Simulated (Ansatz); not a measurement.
The coordinates of a crystal:

```cif
data_structure
_symmetry_space_group_name_H-M 'P 1'
_symmetry_Int_Tables_number 1
_cell_length_a 2.4455
_cell_length_b 4.2335
_cell_length_c 6.7353
_cell_angle_alpha 90.000
_cell_angle_beta 90.000
_cell_angle_gamma 90.000
_cell_volume 69.73
loop_
_atom_site_label
_atom_site_type_symbol
_atom_site_fract_x
_atom_site_fract_y
_atom_site_fract_z
_atom_site_occupancy
C1 C 0.50000 0.66670 0.50000 1
C2 C 0.00000 0.83330 0.50000 1
C3 C 0.50000 0.16670 0.00000 1
C4 C 0.00000 0.33330 0.00000 1
C5 C 0.00000 0.66670 0.00000 1
C6 C 0.50000 0.83330 0.00000 1
C7 C 0.00000 0.16670 0.50000 1
C8 C 0.50000 0.33330 0.50000 1
```

Q: Give a crystallographic description of this input.

A: The element is carbon. It belongs to space group Fmmm (No. 69) and has a face-centred orthorhombic lattice. The cell holds eight atoms. The C atoms are each bonded to three C in a trigonal planar arrangement at 1.41 Å. The bonds build C layers parallel to (001).

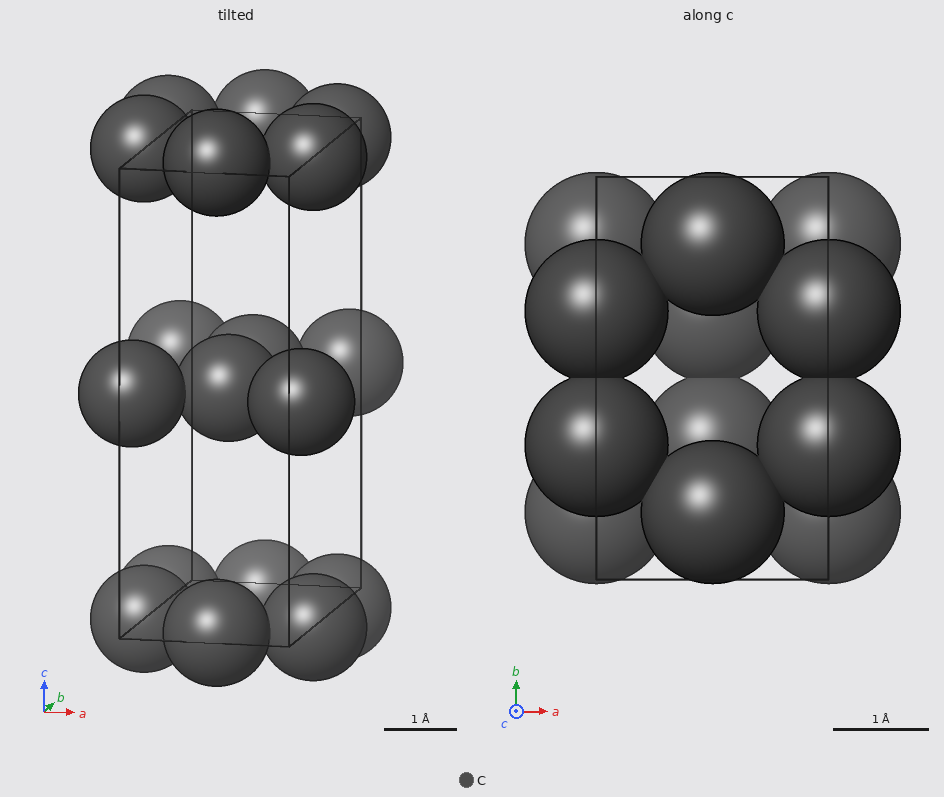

The figure gives a space-filling picture of the atoms, viewed slightly off an axis and along the c axis. Thin lines show the conventional unit cell, with boundary atoms drawn in all their periodic places.

The cell started as a structure listed in the Materials Project. This is the structure after a relaxation with Ansatz, DFT LDA, scalar-relativistic, plane waves, PAW.
